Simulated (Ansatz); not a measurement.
## Electronic structure of WSe2 in real space

Input file:

```
crystal:
  lattice:
    - [-3.2070427331, 0.0, 0.0]
    - [-1.6035213665, -2.7773804779, 0.0]
    - [-0.2672535611, -0.4628967463, 13.4928484138]
  atoms:
    - { symbol: W, position: [0.0, -0.125, 0.75] }
    - { symbol: W, position: [0.0, -0.0416666667, 0.25] }
    - { symbol: Se, position: [0.3333333333, 0.1876651068, 0.8740093592] }
    - { symbol: Se, position: [0.3333333333, 0.2709984401, 0.3740093592] }
    - { symbol: Se, position: [0.3333333333, 0.3123348932, 0.1259906408] }
    - { symbol: Se, position: [0.3333333333, 0.2290015599, 0.6259906408] }
basis:
  ecutwfc: 420
kpoints:
  mp_grid: { grid: [10, 10, 2] }
hamiltonian:
  xc: lda
  pseudopotentials: { kind: paw, azcp: { folder: soft_1 } }
  dispersion: d3bj
scf:
  occupations: { method: gaussian, width: 0.05 }
output:
  forces: true
  stress: true
  eigenvalues: true
  write_density: true
  write_potential: true
  elf: true
  volumetric_format: npy
```

Command:

```sh
ansatz run input.yaml --threads 2 --pin off --max-ram 4096MiB --backend cpu --events-out ev --progress --plain --runs-dir out
```

Below, planes, directions and counts refer to the conventional cell (a = 3.21 Å, b = 5.55 Å, c = 13.50 Å, α = 90.00°, β = 92.27°, γ = 90.00°).

Space group C2; a point of a scan over the structure, not its minimum; a structure from a database of computed crystals, not necessarily the ambient phase; PAW files of the earlier set (soft_1).

All numbers below come from Ansatz, DFT LDA+D3(BJ), scalar-relativistic, plane waves, PAW.

In a PAW calculation such maps are meaningful between the atoms, not at the nuclei.

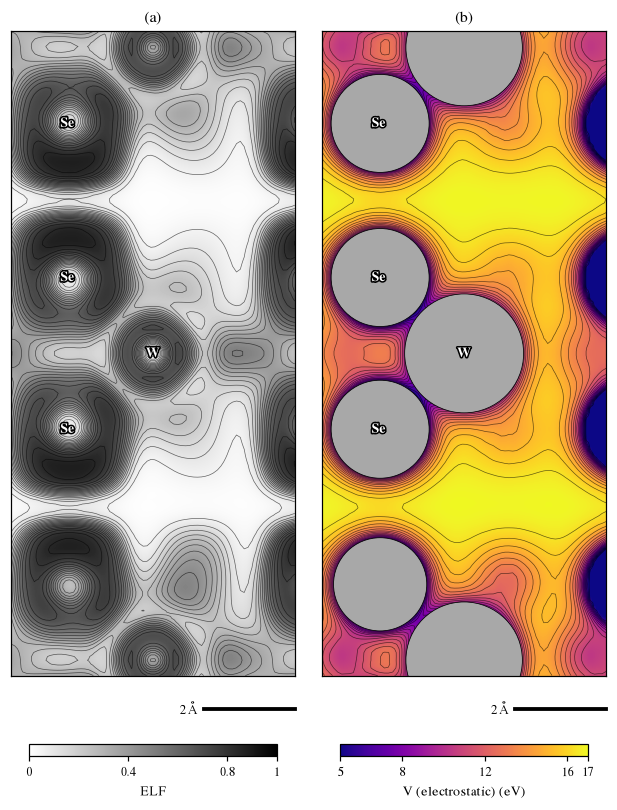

Figure 1. (a) ELF; (b) electrostatic potential energy of an electron on the (100) plane of the conventional cell. Grey discs cover the atomic cores in the potential map.

### What do the fields say about this system?

Atoms in the plane: W and Se.
Atoms just off the plane (W, 0.3 Å away and Se, 0.3 Å away) can leave unmarked features too.
W–Se (2.50 Å): the ELF is about 0.50 at the midpoint.
The features right at W lie inside the PAW spheres, where the map follows smoothed inner orbitals and isn't to be read closely.
Outside the cores the potential energy rises away from the atoms and is highest about 2.4 Å from the nearest atoms; its zero is arbitrary.

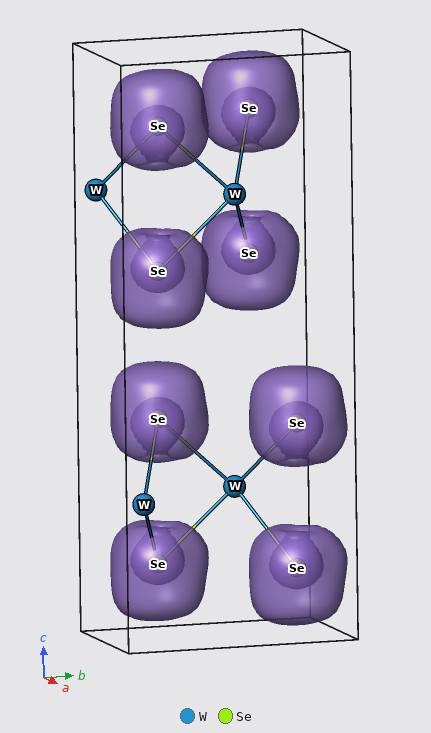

Figure 2. Isosurface of the ELF at 0.65 (purple), seen slightly off an axis. Core shells and regions of very low density are left out. Sticks mark near contacts.

### Describe the localisation domains.

The ELF exceeds this value in eight regions wrapped around Se (the valence shell of each), counted in one cell of 12 atoms. Regions shared between cells count once.

### Does the calculation make it a metal, or give it a gap?

It is gapped, with a Kohn–Sham gap of 1.1 eV on the k-point mesh, an upper bound to the gap of this method.
